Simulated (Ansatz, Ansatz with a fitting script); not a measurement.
# BN (Qingsongite): converging an RPA energy

Wanted: convergence and cost of the RPA correlation energy of BN (Qingsongite).

Calculated with Ansatz 0.2.0; EXX+RPA on LDA, plane waves, norm-conserving pseudopotentials.

## Step 1: The starting structure

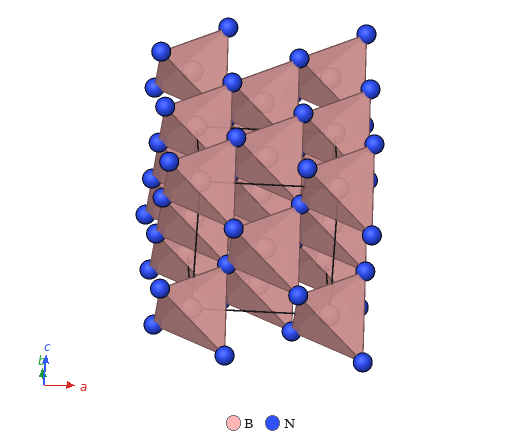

Start, viewed slightly off an axis; boron pink, nitrogen blue. 1×2×1 cells are drawn. This picture shows the conventional cell, with its axes. Some periodic images of atoms are drawn too.

The cell and positions come from the Crystallography Open Database and are kept as given unless a step says otherwise. The program's search for lower electronic states was switched off, so nothing shows that the state found is the lowest.

## Step 2: Base settings, 5×5×5 mesh, cutoffs to 160 eV, 54 empty bands

The RPA correlation energy is summed at several response cutoffs, since it converges slowly from above.

Contents of input.yaml:

```yaml
crystal:
  lattice:
    - [0.0, 1.8075, 1.8075]
    - [1.8075, 0.0, 1.8075]
    - [1.8075, 1.8075, 0.0]
  atoms:
    - { symbol: B, position: [0.0, 0.0, 0.0] }
    - { symbol: "N", position: [0.75, 0.75, 0.75] }
kpoints:
  mp_grid: { grid: [5, 5, 5] }
hamiltonian:
  xc: lda
  pseudopotentials: { kind: nc, xc_functional: pbe }
scf:
  occupations: { method: fixed }
  lower_state_search: "off"
  convergence: { dr2_threshold: 1.0e-09 }
output:
  rpa_energy:
    ecut_chi_ladder: [96, 112, 128, 144, 160]
    long_wavelength: optical_limit
    n_empty_bands: 54
basis:
  ecutwfc: 1240.0
  xc_grid: 3
```

Launch:

```bash
$ ansatz run input.yaml --threads 4 --pin off --max-ram 18432MiB --backend cpu --events-out ev --progress --plain --runs-dir out
```

Output:

```text
Engine: ansatz 0.2.0, aarch64-unknown-linux-gnu
Pseudopotentials: kind: nc
Pseudopotential: B, nc, valence charge 3, recommended cutoff 1116 eV (normal), B.nc.azcp
Pseudopotential: N, nc, valence charge 5, recommended cutoff 1240 eV (normal), N.nc.azcp
Functional definition: SPW92
  exchange = slater_x
  correlation = pw_c
Crystal: 2 atoms, lattice volume = 11.810 Å³
Basis set: ecut = 1240 eV, 1211 PW (Γ), exchange–correlation on 90×90×90 points (27 copies of the dense FFT grid, shifted against one another)
Bands: 8, of which v1, the nominal top of the filled ones, is band 4 counted from 1 (3 counted from 0)
Symmetry: 24 space group operations
Space group: F-43m (ITA 216), of the structure as read, at distance tolerance 2.3e-5 Å
k-points: 10 of 125 (time reversal used)
Non-local potential: B, projectors of the file, l = 0: 2, l = 1: 2
Non-local potential: N, projectors of the file, l = 0: 2, l = 1: 2
Initial density: superposition of atomic densities (chi_scale 0.1, normalization cell, long waves kept (reshape's long-wave potential 0.00 eV rms))
Initial wavefunctions: pseudopotential atomic-orbital guess
Functional: x = slater, c = lda
SCF iter   1: F=—  HF=-377.375588 eV  |F-HF|=—  |Δ(HF+E_count)|=         —  Δρ=1.46e-1  dr2=1.99e0  ethr=3.10e-3  ⟨swp⟩=5.6  Hψ=568  notcnv=0  defer=12
preconditioner: auto → none  [insulator: Δε(μ)=6.092 eV  Ē_g=20.352 eV  n_scr=0 (ndim 8)  ℏωp=30.6 eV  f_vac=0.000  ε∞_Penn≈3.3]
SCF iter   2: F=—  HF=-376.735920 eV  |F-HF|=—  |Δ(HF+E_count)|=   6.40e-1  Δρ=6.03e-2  dr2=2.37e-1  ethr=3.10e-3  ⟨swp⟩=2.3  Hψ=231  notcnv=0  defer=11
SCF iter   3: F=—  HF=-376.666816 eV  |F-HF|=—  |Δ(HF+E_count)|=   6.91e-2  Δρ=2.10e-2  dr2=3.20e-2  ethr=2.97e-3  ⟨swp⟩=3.0  Hψ=139  notcnv=0  defer=14
SCF iter   4: F=—  HF=-376.657132 eV  |F-HF|=—  |Δ(HF+E_count)|=   9.68e-3  Δρ=2.74e-3  dr2=3.05e-4  ethr=4.00e-4  ⟨swp⟩=3.7  Hψ=151  notcnv=0  defer=16
SCF iter   5: F=—  HF=-376.657090 eV  |F-HF|=—  |Δ(HF+E_count)|=   4.21e-5  Δρ=1.30e-4  dr2=7.49e-7  ethr=3.82e-6  ⟨swp⟩=2.0  Hψ=103  notcnv=0  defer=17
SCF iter   6: F=—  HF=-376.657090 eV  |F-HF|=—  |Δ(HF+E_count)|=   7.75e-7  Δρ=3.44e-5  dr2=2.80e-8  ethr=9.36e-9  ⟨swp⟩=2.4  Hψ=119  notcnv=0  defer=13
SCF iter   7: F=—  HF=-376.657090 eV  |F-HF|=—  |Δ(HF+E_count)|=   3.91e-9  Δρ=1.39e-5  dr2=6.68e-9  ethr=3.50e-10  ⟨swp⟩=2.5  Hψ=113  notcnv=0  defer=13
SCF iter   8: F=-376.657090 eV  HF=-376.657090 eV  |F-HF|=2.41e-10  |Δ(HF+E_count)|=   2.04e-9  Δρ=4.01e-6  dr2=5.58e-10  ethr=1.25e-11  ⟨swp⟩=4.1  Hψ=355  notcnv=0
SCF 1 converged in 8 iterations: F = -376.657090 eV  dr2 = 5.58e-10
NSCF: frozen V_eff on 10 k-points
EXX+RPA screening: q 1/10 (q-point 5)
EXX+RPA screening: q 2/10 (q-point 6)
EXX+RPA screening: q 3/10 (q-point 10)
EXX+RPA screening: q 4/10 (q-point 7)
EXX+RPA screening: q 5/10 (q-point 9)
EXX+RPA screening: q 6/10 (q-point 2)
EXX+RPA screening: q 7/10 (q-point 3)
EXX+RPA screening: q 8/10 (q-point 4)
EXX+RPA screening: q 9/10 (q-point 8)
EXX+RPA screening: q 10/10 (q-point 1)
NSCF: frozen V_eff on 1 k-points
NSCF: frozen V_eff on 1 k-points
[...]
SCF converged after 8 iterations
Free energy (F): -376.657090 eV
Harris-Foulkes:  -376.657090 eV  (|F-HF|=2.41e-10)
Internal energy: -376.657090 eV  (E = F + TS)
E sigma→0 (E₀):  -376.657090 eV
Fermi energy:    11.092140 eV
--- Per-component energies (eV) ---
  E_band       = 25.253900
  E_kinetic    = 261.741479
  E_local      = -182.180848  (includes V_loc(G=0)·N_el)
  E_nonlocal   = -14.494663
  E_hartree    = 48.599699
  E_xc         = -131.938108
  E_vxc        = -137.011383  (∫ρ·V_xc dr)
  E_ewald      = -358.384650
  E_smearing   = -0.000000  (= −TS)
  E_closure    = 0.000000  (closes the sum)
  Σ components = -376.657090   (vs F -376.657090, Δ=0.00e0)
--- Band table (eV; the first three rows and the last of 10) ---
  k-point 0: bands = ["-9.2581", "11.0921", "11.0921", "11.0921", "19.8672", "19.8672", "19.8672", "21.2310"]
  k-point 1: bands = ["-8.2925", "7.0526", "10.2614", "10.2614", "20.4323", "21.0484", "21.0484", "23.7766"]
  k-point 2: bands = ["-5.7876", "1.4843", "9.2825", "9.2825", "21.0029", "21.7233", "21.7233", "25.9110"]
  k-point 9: bands = ["-4.0017", "2.9092", "4.6410", "6.1317", "19.9906", "23.2092", "24.6729", "27.9059"]
--- EXX+RPA: 5×5×5 mesh (10 irreducible q, 455/1250 k–q pairs), 58 bands' worth read of 63 solved (the sum completed by the states above those read; Γ's head and wings end at those read), 4 occupied, 11 to 12 frequency nodes, the response taken to reach 723.4 eV, pair-density box ratio 4, q→0 included in E_x (Coulomb truncated on the Wigner–Seitz cell) and E_c (k·p head, wings) ---
  smallest occupied→empty transition 4.702e0 eV, smallest direct gap 8.775e0 eV
  indirect gap at most 4.702e0 eV, over 10 k-points of the mesh
  bands read: the sum over 58 bands ends inside a degenerate multiplet in 1 slot, whose members it reads at an even weight; the widest, k=3: bands 58 to 59 (counted from 1) at 1/2 each
  E_x                     =       -91.922766 eV
  E_xc[n_v+n_c], E_xc[n_v] =      -131.938108, -100.526022 eV (parent functional, the pass's orbitals; any nonlocal part keeps n_c)
  E_c ladder  E_cut^χ (eV)   ⟨N_G⟩      E_cut^sphere (eV)      E_c (eV)
                   96.00       25.1             95.79        -10.342388
                  112.00       31.5            111.43        -10.945092
                  128.00       39.3            128.95        -11.460485
                  144.00       46.5            144.40        -11.814922
                  160.00       54.8            161.11        -12.128134
  E_c(E_cut→∞)            =       -13.596077 ± 0.064680 eV  (E_cut^-3/2 fit over 5 rungs)
  S(q), 6 of 9 wave vectors   |q| (1/Å)       S_0(q)   S_0 (bands read)   S_RPA(q)   (top rung; structure_factors; the frequency nodes sum S_0 to within 1.3e-8)
    ( 0.0000,  0.0000,  0.2000)    0.60209     0.069128           0.068888   0.035491
    ( 0.0000,  0.2000,  0.2000)    0.69523     0.091036           0.090715   0.047160
    ( 0.0000,  0.2000, -0.2000)    0.98321     0.161779           0.161112   0.090588
    ( 0.0000,  0.2000,  0.4000)    1.15292     0.208730           0.207793   0.121551
    ( 0.0000,  0.0000,  0.4000)    1.20418     0.217411           0.216376   0.129832
    ( 0.0000,  0.4000,  0.4000)    1.39047     0.277980           0.276572   0.170299
  core–valence xc dropped  : E_EXX =      -336.641748 eV   E_EXX+RPA =      -350.237825 eV
  core–valence xc semilocal: E_EXX =      -368.053834 eV   E_EXX+RPA =      -381.649911 eV
```

Run time: 3.5 s. Hardware: 4 threads of Arm Neoverse V1, shared host; peak memory 0.3 GiB.

Numbers from this step:

- exact exchange energy: -91.9228 eV
- RPA correlation energy: -13.60 eV

Extrapolated from these cutoffs, the correlation energy is -6.80 eV per atom (fit error 0.03); such a limit moves with the range of cutoffs.

RPA ladder, by row:

| response cutoff (eV) | mean plane waves | sphere-equivalent cutoff (eV) | correlation energy (eV) |
| --- | --- | --- | --- |
| 96 | 25.14 | 95.79 | -10.34 |
| 112 | 31.54 | 111.4 | -10.95 |
| 128 | 39.27 | 129 | -11.46 |
| 144 | 46.54 | 144.4 | -11.81 |
| 160 | 54.84 | 161.1 | -12.13 |

## Step 3: Base settings, 5×5×5 mesh, cutoffs to 160 eV, 56 empty bands, volume +5 %

The cell differs from the one that the last finished run ended in (a 2.556 → 2.598 Å, b 2.556 → 2.598 Å, c 2.556 → 2.598 Å).

input.yaml, the sections that differ from step 2:

```yaml
crystal:
  lattice:
    - [0.0, 1.8371364149, 1.8371364149]
    - [1.8371364149, 0.0, 1.8371364149]
    - [1.8371364149, 1.8371364149, 0.0]
  atoms:
    - { symbol: B, position: [0.0, 0.0, 0.0] }
    - { symbol: "N", position: [0.75, 0.75, 0.75] }
output:
  rpa_energy:
    ecut_chi_ladder: [96, 112, 128, 144, 160]
    long_wavelength: optical_limit
    n_empty_bands: 56
# kpoints, hamiltonian, scf, basis: as in step 2
```

Output:

```text
[...]
Crystal: 2 atoms, lattice volume = 12.401 Å³
Basis set: ecut = 1240 eV, 1243 PW (Γ), exchange–correlation on 90×90×90 points (27 copies of the dense FFT grid, shifted against one another)
Bands: 8, of which v1, the nominal top of the filled ones, is band 4 counted from 1 (3 counted from 0)
Symmetry: 24 space group operations
[...]
k-points: 10 of 125 (time reversal used)
[...]
( 0.0000,  0.2000, -0.2000)    0.96735     0.161103           0.160456   0.089777
    ( 0.0000,  0.2000,  0.4000)    1.13432     0.207870           0.206963   0.120451
    ( 0.0000,  0.0000,  0.4000)    1.18476     0.216433           0.215430   0.128656
    ( 0.0000,  0.4000,  0.4000)    1.36804     0.276873           0.275516   0.168808
  core–valence xc dropped  : E_EXX =      -336.641164 eV   E_EXX+RPA =      -350.285106 eV
  core–valence xc semilocal: E_EXX =      -367.976444 eV   E_EXX+RPA =      -381.620387 eV
[key lines of the parts left out:]
SCF converged after 8 iterations
Free energy (F): -376.610355 eV
Fermi energy:    10.322700 eV
```

The job ended after 3.7 s (4 threads; peak memory 0.3 GiB; 12 s of CPU time).

This step gave:

| Property | Result |
| --- | --- |
| exact exchange energy | -90.9275 eV |
| RPA correlation energy | -13.64 eV |

Extrapolated from these cutoffs, the correlation energy is -6.82 eV per atom (fit error 0.03); such a limit moves with the range of cutoffs.

RPA ladder, by row:

| response cutoff (eV) | mean plane waves | sphere-equivalent cutoff (eV) | correlation energy (eV) |
| --- | --- | --- | --- |
| 96 | 26.3 | 95.54 | -10.42 |
| 112 | 34.23 | 113.9 | -11.11 |
| 128 | 40.23 | 126.9 | -11.49 |
| 144 | 48.65 | 144 | -11.88 |
| 160 | 56.95 | 159.9 | -12.18 |

## Step 4: Response cutoff, 5×5×5 mesh, cutoffs to 90 eV, 22 empty bands

input.yaml, the sections that differ from step 3:

```yaml
crystal:
  lattice:
    - [0.0, 1.8075, 1.8075]
    - [1.8075, 0.0, 1.8075]
    - [1.8075, 1.8075, 0.0]
  atoms:
    - { symbol: B, position: [0.0, 0.0, 0.0] }
    - { symbol: "N", position: [0.75, 0.75, 0.75] }
output:
  rpa_energy:
    ecut_chi_ladder: [54, 63, 72, 81, 90]
    long_wavelength: optical_limit
    n_empty_bands: 22
# kpoints, hamiltonian, scf, basis: as in step 3
```

Output:

```text
[...]
Crystal: 2 atoms, lattice volume = 11.810 Å³
Basis set: ecut = 1240 eV, 1211 PW (Γ), exchange–correlation on 90×90×90 points (27 copies of the dense FFT grid, shifted against one another)
Bands: 8, of which v1, the nominal top of the filled ones, is band 4 counted from 1 (3 counted from 0)
Symmetry: 24 space group operations
[...]
k-points: 10 of 125 (time reversal used)
[...]
( 0.0000,  0.2000, -0.2000)    0.98321     0.161779           0.159051   0.090857
    ( 0.0000,  0.2000,  0.4000)    1.15292     0.208730           0.204861   0.121855
    ( 0.0000,  0.0000,  0.4000)    1.20418     0.217411           0.213253   0.130010
    ( 0.0000,  0.4000,  0.4000)    1.39047     0.277980           0.271941   0.170642
  core–valence xc dropped  : E_EXX =      -336.641748 eV   E_EXX+RPA =      -348.720436 eV
  core–valence xc semilocal: E_EXX =      -368.053834 eV   E_EXX+RPA =      -380.132522 eV
[key lines of the parts left out:]
SCF converged after 8 iterations
Free energy (F): -376.657090 eV
Fermi energy:    11.092140 eV
```

Run time: 2.2 s. Hardware: 4 threads; peak memory 0.24 GiB.

This step gave:

```
exact exchange energy  : -91.9228 eV
RPA correlation energy : -12.08 eV
```

Extrapolated from these cutoffs, the correlation energy is -6.04 eV per atom (fit error 0.08); such a limit moves with the range of cutoffs.

## Step 5: Response cutoff, 5×5×5 mesh, cutoffs to 90 eV, 24 empty bands, volume +5 %

input.yaml, the sections that differ from step 4:

```yaml
crystal:
  lattice:
    - [0.0, 1.8371364149, 1.8371364149]
    - [1.8371364149, 0.0, 1.8371364149]
    - [1.8371364149, 1.8371364149, 0.0]
  atoms:
    - { symbol: B, position: [0.0, 0.0, 0.0] }
    - { symbol: "N", position: [0.75, 0.75, 0.75] }
output:
  rpa_energy:
    ecut_chi_ladder: [54, 63, 72, 81, 90]
    long_wavelength: optical_limit
    n_empty_bands: 24
# kpoints, hamiltonian, scf, basis: as in step 4
```

Output:

```text
[...]
Crystal: 2 atoms, lattice volume = 12.401 Å³
Basis set: ecut = 1240 eV, 1243 PW (Γ), exchange–correlation on 90×90×90 points (27 copies of the dense FFT grid, shifted against one another)
Bands: 8, of which v1, the nominal top of the filled ones, is band 4 counted from 1 (3 counted from 0)
Symmetry: 24 space group operations
[...]
k-points: 10 of 125 (time reversal used)
[...]
( 0.0000,  0.2000, -0.2000)    0.96735     0.161103           0.158646   0.090058
    ( 0.0000,  0.2000,  0.4000)    1.13432     0.207870           0.204401   0.120719
    ( 0.0000,  0.0000,  0.4000)    1.18476     0.216433           0.212672   0.128853
    ( 0.0000,  0.4000,  0.4000)    1.36804     0.276873           0.271500   0.169092
  core–valence xc dropped  : E_EXX =      -336.641164 eV   E_EXX+RPA =      -348.810451 eV
  core–valence xc semilocal: E_EXX =      -367.976444 eV   E_EXX+RPA =      -380.145732 eV
[key lines of the parts left out:]
SCF converged after 8 iterations
Free energy (F): -376.610355 eV
Fermi energy:    10.322700 eV
```

Elapsed: 2.4 s, on 4 threads; peak memory 0.24 GiB.

This step gave:

- exact exchange energy: -90.9275 eV
- RPA correlation energy: -12.17 eV

Extrapolated from these cutoffs, the correlation energy is -6.08 eV per atom (fit error 0.09); such a limit moves with the range of cutoffs.

## Step 6: Response cutoff, 5×5×5 mesh, cutoffs to 240 eV, 99 empty bands

input.yaml, the sections that differ from step 5:

```yaml
crystal:
  lattice:
    - [0.0, 1.8075, 1.8075]
    - [1.8075, 0.0, 1.8075]
    - [1.8075, 1.8075, 0.0]
  atoms:
    - { symbol: B, position: [0.0, 0.0, 0.0] }
    - { symbol: "N", position: [0.75, 0.75, 0.75] }
output:
  rpa_energy:
    ecut_chi_ladder: [144, 168, 192, 216, 240]
    long_wavelength: optical_limit
    n_empty_bands: 99
# kpoints, hamiltonian, scf, basis: as in step 5
```

Output:

```text
[...]
Crystal: 2 atoms, lattice volume = 11.810 Å³
Basis set: ecut = 1240 eV, 1211 PW (Γ), exchange–correlation on 90×90×90 points (27 copies of the dense FFT grid, shifted against one another)
Bands: 8, of which v1, the nominal top of the filled ones, is band 4 counted from 1 (3 counted from 0)
Symmetry: 24 space group operations
[...]
k-points: 10 of 125 (time reversal used)
[...]
( 0.0000,  0.2000, -0.2000)    0.98321     0.161779           0.161534   0.090515
    ( 0.0000,  0.2000,  0.4000)    1.15292     0.208730           0.208385   0.121457
    ( 0.0000,  0.0000,  0.4000)    1.20418     0.217411           0.217029   0.129748
    ( 0.0000,  0.4000,  0.4000)    1.39047     0.277980           0.277460   0.170197
  core–valence xc dropped  : E_EXX =      -336.641748 eV   E_EXX+RPA =      -350.653589 eV
  core–valence xc semilocal: E_EXX =      -368.053834 eV   E_EXX+RPA =      -382.065675 eV
[key lines of the parts left out:]
SCF converged after 8 iterations
Free energy (F): -376.657090 eV
Fermi energy:    11.092140 eV
```

The job ended after 6.3 s (4 threads; peak memory 0.39 GiB).

This step gave:

| Quantity | Value |
| --- | --- |
| exact exchange energy | -91.9228 eV |
| RPA correlation energy | -14.01 eV |

Extrapolated from these cutoffs, the correlation energy is -7.01 eV per atom (fit error 0.01); such a limit moves with the range of cutoffs.

## Step 7: Response cutoff, 5×5×5 mesh, cutoffs to 240 eV, 104 empty bands, volume +5 %

input.yaml, the sections that differ from step 6:

```yaml
crystal:
  lattice:
    - [0.0, 1.8371364149, 1.8371364149]
    - [1.8371364149, 0.0, 1.8371364149]
    - [1.8371364149, 1.8371364149, 0.0]
  atoms:
    - { symbol: B, position: [0.0, 0.0, 0.0] }
    - { symbol: "N", position: [0.75, 0.75, 0.75] }
output:
  rpa_energy:
    ecut_chi_ladder: [144, 168, 192, 216, 240]
    long_wavelength: optical_limit
    n_empty_bands: 104
# kpoints, hamiltonian, scf, basis: as in step 6
```

Output:

```text
[...]
Crystal: 2 atoms, lattice volume = 12.401 Å³
Basis set: ecut = 1240 eV, 1243 PW (Γ), exchange–correlation on 90×90×90 points (27 copies of the dense FFT grid, shifted against one another)
Bands: 8, of which v1, the nominal top of the filled ones, is band 4 counted from 1 (3 counted from 0)
Symmetry: 24 space group operations
[...]
k-points: 10 of 125 (time reversal used)
[...]
( 0.0000,  0.2000, -0.2000)    0.96735     0.161103           0.160870   0.089701
    ( 0.0000,  0.2000,  0.4000)    1.13432     0.207870           0.207542   0.120369
    ( 0.0000,  0.0000,  0.4000)    1.18476     0.216433           0.216070   0.128577
    ( 0.0000,  0.4000,  0.4000)    1.36804     0.276873           0.276379   0.168705
  core–valence xc dropped  : E_EXX =      -336.641164 eV   E_EXX+RPA =      -350.689708 eV
  core–valence xc semilocal: E_EXX =      -367.976444 eV   E_EXX+RPA =      -382.024988 eV
[key lines of the parts left out:]
SCF converged after 8 iterations
Free energy (F): -376.610355 eV
Fermi energy:    10.322700 eV
```

The job ended after 7 s (4 threads; peak memory 0.41 GiB; 25 s of CPU time).

Numbers from this step:

```
exact exchange energy  : -90.9275 eV
RPA correlation energy : -14.05 eV
```

Extrapolated from these cutoffs, the correlation energy is -7.02 eV per atom (fit error 0.01); such a limit moves with the range of cutoffs.

## Step 8: Bands, 5×5×5 mesh, cutoffs to 160 eV, 12 empty bands

input.yaml, the sections that differ from step 7:

```yaml
crystal:
  lattice:
    - [0.0, 1.8075, 1.8075]
    - [1.8075, 0.0, 1.8075]
    - [1.8075, 1.8075, 0.0]
  atoms:
    - { symbol: B, position: [0.0, 0.0, 0.0] }
    - { symbol: "N", position: [0.75, 0.75, 0.75] }
output:
  rpa_energy:
    ecut_chi_ladder: [96, 112, 128, 144, 160]
    long_wavelength: optical_limit
    n_empty_bands: 12
# kpoints, hamiltonian, scf, basis: as in step 7
```

Output:

```text
[...]
Crystal: 2 atoms, lattice volume = 11.810 Å³
Basis set: ecut = 1240 eV, 1211 PW (Γ), exchange–correlation on 90×90×90 points (27 copies of the dense FFT grid, shifted against one another)
Bands: 8, of which v1, the nominal top of the filled ones, is band 4 counted from 1 (3 counted from 0)
Symmetry: 24 space group operations
[...]
k-points: 10 of 125 (time reversal used)
[...]
( 0.0000,  0.2000, -0.2000)    0.98321     0.161779           0.154549   0.090541
    ( 0.0000,  0.2000,  0.4000)    1.15292     0.208730           0.197782   0.121486
    ( 0.0000,  0.0000,  0.4000)    1.20418     0.217411           0.205052   0.129765
    ( 0.0000,  0.4000,  0.4000)    1.39047     0.277980           0.259166   0.170190
  core–valence xc dropped  : E_EXX =      -336.641748 eV   E_EXX+RPA =      -350.309645 eV
  core–valence xc semilocal: E_EXX =      -368.053834 eV   E_EXX+RPA =      -381.721731 eV
[key lines of the parts left out:]
SCF converged after 8 iterations
Free energy (F): -376.657090 eV
Fermi energy:    11.092140 eV
```

Run time: 2.4 s. Hardware: 4 threads; peak memory 0.29 GiB; 7.4 s of CPU time.

Numbers from this step:

```yaml
exact_exchange_energy: -91.9228 eV
rpa_correlation_energy: -13.67 eV
```

Extrapolated from these cutoffs, the correlation energy is -6.83 eV per atom (fit error 0.03); such a limit moves with the range of cutoffs.

[end of part 1 of 4]

[Paths, hosts, dates, memory and timing lines, banners, echoed tables and standing remarks are left out of the program output.]

[Logs are printed without paths, hosts, clocks, repeated set-up lines and the standing remarks that a program may print on its own settings, such as how far it seeks lower states.]

[Runs of the session that timed out or met a known fault of the program may be left out.]

[Hosts, paths, dates, database ids (printed as entryN), source tags and the programs' standing remarks are cut or masked in the printed files.]
